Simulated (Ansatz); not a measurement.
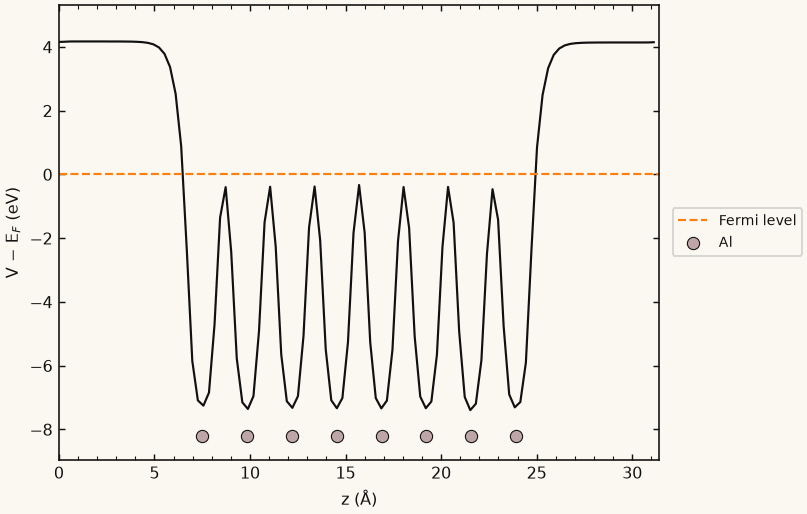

Plane-averaged electrostatic potential energy of an electron across the slab; circles at the bottom mark the heights of the atoms.

System: a (001) slab cut from Al (P6_3/mmc), unrelaxed, 8 atoms in the cell.

```cif
data_structure
_symmetry_space_group_name_H-M 'P 1'
_symmetry_Int_Tables_number 1
_cell_length_a 2.8543
_cell_length_b 2.8543
_cell_length_c 31.4206
_cell_angle_alpha 90.000
_cell_angle_beta 90.000
_cell_angle_gamma 120.000
_cell_volume 221.69
loop_
_atom_site_label
_atom_site_type_symbol
_atom_site_fract_x
_atom_site_fract_y
_atom_site_fract_z
_atom_site_occupancy
Al1 Al 0.33333 0.66667 0.23870 1
Al2 Al 0.00000 0.00000 0.31336 1
Al3 Al 0.66667 0.33333 0.38801 1
Al4 Al 0.00000 0.00000 0.46267 1
Al5 Al 0.33333 0.66667 0.53733 1
Al6 Al 0.00000 0.00000 0.61199 1
Al7 Al 0.66667 0.33333 0.68664 1
Al8 Al 0.00000 0.00000 0.76130 1
```

Computed with Ansatz: DFT PBE, scalar-relativistic, plane waves, PAW, no spin polarisation, 12×12×1 k mesh, Gaussian smearing of 0.1 eV.

Question: What is the work function?

Answer: The work function is 4.14 eV, the same on both faces. The two vacuum levels agree, so the slab has no net dipole along its normal.

Question: How thick are slab and vacuum?

Answer: The outermost atoms are 16.4 Å apart, which leaves 15.0 Å of vacuum in a cell 31.4 Å high.
